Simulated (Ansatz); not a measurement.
# CsI: 9 runs along one coordinate

System: CsI (Pm-3m, 2 atoms in the cell).
Method: DFT PBE, scalar-relativistic, plane waves, PAW, no spin polarisation (Ansatz 0.2.0).

The 9 runs differ only in the geometry, by an even scaling of the cell at fixed fractional positions.

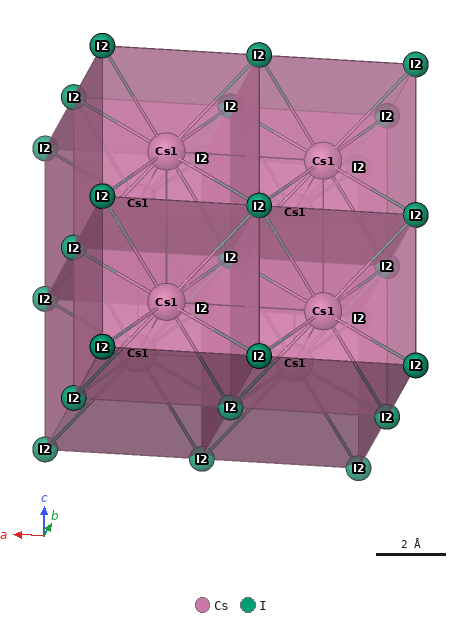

Figure 1. The structure of run 5 (polyhedral view of the cell of the calculation, seen at an oblique angle; polyhedra are completed across the faces of the cell; atoms are numbered from 1 in the order of the input).

**Input of run 5**
```yaml
crystal:
  lattice:
    - [4.634154305, 0.0, 0.0]
    - [0.0, 4.634154305, 0.0]
    - [0.0, 0.0, 4.634154305]
  atoms:
    - { symbol: Cs, position: [0.0, 0.0, 0.0] }
    - { symbol: I, position: [0.5, 0.5, 0.5] }
basis:
  ecutwfc: 420
  ecutrho_ratio: 4
kpoints:
  mp_grid: { grid: [8, 8, 8] }
hamiltonian:
  xc: pbe
scf:
  occupations: { method: gaussian, width: 0.05 }
output:
  forces: true
  stress: true
  eigenvalues: true
```

Command:
```bash
ansatz run input.yaml --threads 4 --pin off --max-ram 7168MiB --backend cpu --events-out ev --progress --plain --runs-dir out
```

Run 7 differs from it as follows:
```diff
-    - [4.634154305, 0.0, 0.0]
-    - [0.0, 4.634154305, 0.0]
-    - [0.0, 0.0, 4.634154305]
+    - [4.6963651419, 0.0, 0.0]
+    - [0.0, 4.6963651419, 0.0]
+    - [0.0, 0.0, 4.6963651419]
```

**Results, with one run withheld**

| run | volume per atom (Å³) | free energy per atom, from the lowest run given (meV) | pressure (GPa) | gap on the mesh (eV) |
| --- | --- | --- | --- | --- |
| 1 | 47.983 | 5.42 | 0.65 | 3.86 |
| 2 | 48.095 | 4.97 | 0.62 | 3.86 |
| 3 | 48.294 | 4.23 | 0.57 | 3.84 |
| 4 | 48.745 | 2.80 | 0.45 | 3.81 |
| 5 | 49.760 | 0.69 | 0.22 | 3.75 |
| 6 | 50.776 | 0.00 | 0.01 | 3.69 |
| 7 | 51.791 | ? | ? | ? |
| 8 | 54.330 | 6.58 | −0.56 | 3.50 |
| 9 | 55.853 | 12.76 | −0.74 | 3.43 |

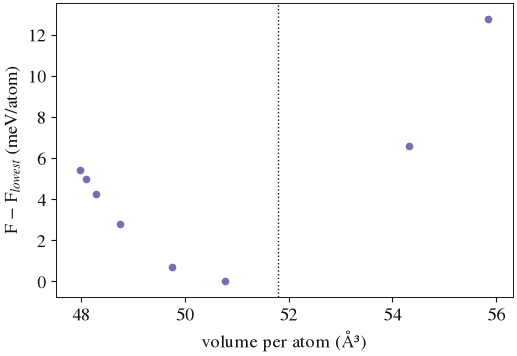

Figure 2. Free energy per atom of the runs given; the dotted line marks run 7.

What should run 7 give?

A cubic polynomial in V^(−2/3) (the Birch–Murnaghan form), fitted to the 8 runs given, misses them by under 0.01 meV per atom. With x = V^(−2/3) − 0.07334 Å⁻², it reads F = 0.12869 + 585.03 x + 6.6875e+05 x² + 4.8038e+06 x³ (meV per atom). At run 7 it gives 0.57 meV per atom, and the run itself gives 0.57. The slope of the fit gives a pressure −dF/dV of −0.18 GPa there, and the run prints −0.18 GPa. The fit has its minimum at 50.805 Å³ per atom, where V d²F/dV² gives 9.87 GPa: the bulk modulus at this level, since symmetry fixes the shape and the positions. The gap on the mesh goes, without turning, from 3.86 eV in run 1 to 3.43 eV in run 9; run 7 has 3.63 eV. These are gaps of this functional on this mesh, which can miss the band edges; they aren't the measured gap.

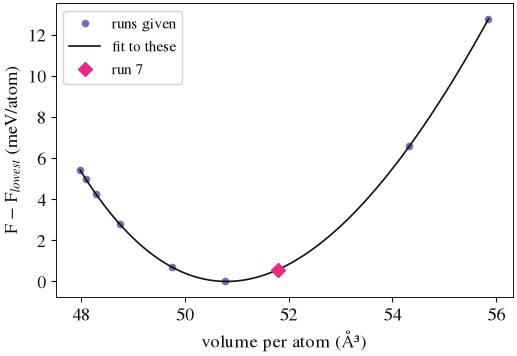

Figure 3. The fit and the withheld run.

**Output, shortened to warnings, some set-up lines, iterations and results (run 7)**
```
Basis set: ecut = 420 eV, 2007 PW (Γ), exchange–correlation on 64×64×64 points (8 copies of the dense FFT grid, shifted against one another)
Symmetry: 48 space group operations
k-points: 35 of 512
Initial density: superposition of atomic densities (neutral atoms: chi_scale 0, normalization atom), corrected by the library's trained network
[...]
SCF iter   1: F=—  HF=-13186.751027 eV  |F-HF|=—  |Δ(HF+E_count)|=         —  Δρ=3.19e-4  dr2=7.06e-5  ethr=1.77e-3  ⟨swp⟩=8.6  Hψ=3468  notcnv=0
SCF iter   2: F=—  HF=-13186.751858 eV  |F-HF|=—  |Δ(HF+E_count)|=   8.31e-4  Δρ=2.01e-4  dr2=3.60e-5  ethr=2.72e-7  ⟨swp⟩=3.1  Hψ=1609  notcnv=0
SCF iter   3: F=—  HF=-13186.752060 eV  |F-HF|=—  |Δ(HF+E_count)|=   2.02e-4  Δρ=7.07e-5  dr2=5.04e-6  ethr=1.39e-7  ⟨swp⟩=2.1  Hψ=842  notcnv=0
SCF iter   4: F=—  HF=-13186.752088 eV  |F-HF|=—  |Δ(HF+E_count)|=   2.75e-5  Δρ=1.15e-5  dr2=1.25e-7  ethr=1.94e-8  ⟨swp⟩=2.0  Hψ=867  notcnv=0
SCF iter   5: F=-13186.752088 eV  HF=-13186.752088 eV  |F-HF|=1.75e-9  |Δ(HF+E_count)|=   2.01e-7  Δρ=3.82e-6  dr2=1.23e-8  ethr=4.80e-10  ⟨swp⟩=2.0  Hψ=1050  notcnv=0
SCF iter   6: F=-13186.752088 eV  HF=-13186.752088 eV  |F-HF|=1.30e-9  |Δ(HF+E_count)|=   2.85e-9  Δρ=8.57e-7  dr2=8.03e-10  ethr=4.73e-11  ⟨swp⟩=3.7  Hψ=2710  notcnv=0
SCF 1 converged in 6 iterations: F = -13186.752088 eV  dr2 = 8.03e-10
SCF converged after 6 iterations
Free energy (F): -13186.752088 eV
Harris-Foulkes:  -13186.752088 eV  (|F-HF|=1.30e-9)
Internal energy: -13186.752088 eV  (E = F + TS)
E sigma→0 (E₀):  -13186.752088 eV
Fermi energy:    5.071380 eV
--- Per-component energies (eV) ---
  E_band       = -452.827108
  E_kinetic    = 330.894770
  E_local      = -2541.541564  (includes V_loc(G=0)·N_el)
  E_nonlocal   = -60.129227
  E_hartree    = 1255.959878
  E_xc         = -302.609246
  E_vxc        = -255.330863  (∫ρ·V_xc dr)
  E_paw        = -9883.715273  (= ΣΔE_a)
  E_vpaw       = -438.640273  (= ΣTr[D̂ρ^β])
  E_aug_tail   = -0.000012  (compensation charges beyond the density's cutoff)
  E_ewald      = -1985.611413
  E_smearing   = -0.000000  (= −TS)
  E_closure    = -0.000000  (closes the sum)
  Σ components = -13186.752088   (vs F -13186.752088, Δ=0.00e0)
--- Forces (eV/Å), atoms counted from 1 ---
  atom   1  Cs    -0.00000000     0.00000000    -0.00000000
  atom   2  I      0.00000000     0.00000000     0.00000000
  max |Σ_I F_I| component: 5.79e-29 eV/Å
--- Stress (GPa, compression-positive) ---
       -0.180787       0.000000       0.000000
       -0.000000      -0.180787       0.000000
        0.000000       0.000000      -0.180787
  P = ⅓ Tr σ = -0.1808 GPa (-1.808 kbar)
```
